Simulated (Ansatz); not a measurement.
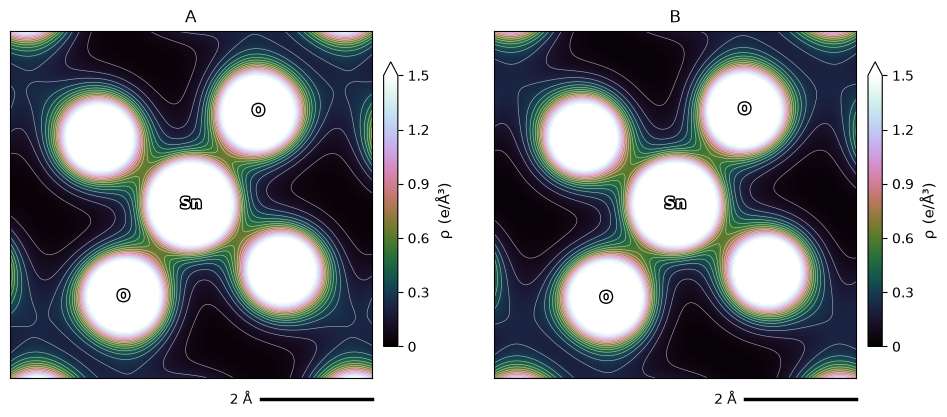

SnO2. The valence electron density of two cells that differ in size and shape, on the (111) plane of each (indices in the axes of the calculation cell), at one length scale and on one colour scale; one has 12.2 and the other 12.6 Å³ an atom.

Method: DFT, PBE, PAW with Ansatz's default frozen-core files, scalar-relativistic in Ansatz 0.2.0.

Core electrons are frozen (PAW), and the valence fields are smoothed inside the atomic spheres.

The larger cell:

```
Sn O
1.0
     4.87947    0.00000    0.00000
     0.00000    4.87947    0.00000
     0.00000    0.00000    3.18640
Sn O
2 4
Direct
  0.00000 0.00000 0.00000
  0.50000 0.50000 0.50000
  0.30562 0.30562 0.00000
  0.19438 0.80562 0.50000
  0.69438 0.69438 0.00000
  0.80562 0.19438 0.50000
```

The smaller cell: a = 4.785 Å, b = 4.785 Å, c = 3.186 Å, α = 90.00°, β = 90.00°, γ = 90.00°.

Question: Which is the denser cell? Describe the effect of the change.

Answer: Panel A is the smaller cell, by 4 % in volume. From the larger cell to the smaller, Sn–O goes from 2.11 to 2.07 Å, and the density at its midpoint from 0.59 to 0.65 e/Å³; the pressure goes from −0.1 to 7 GPa.
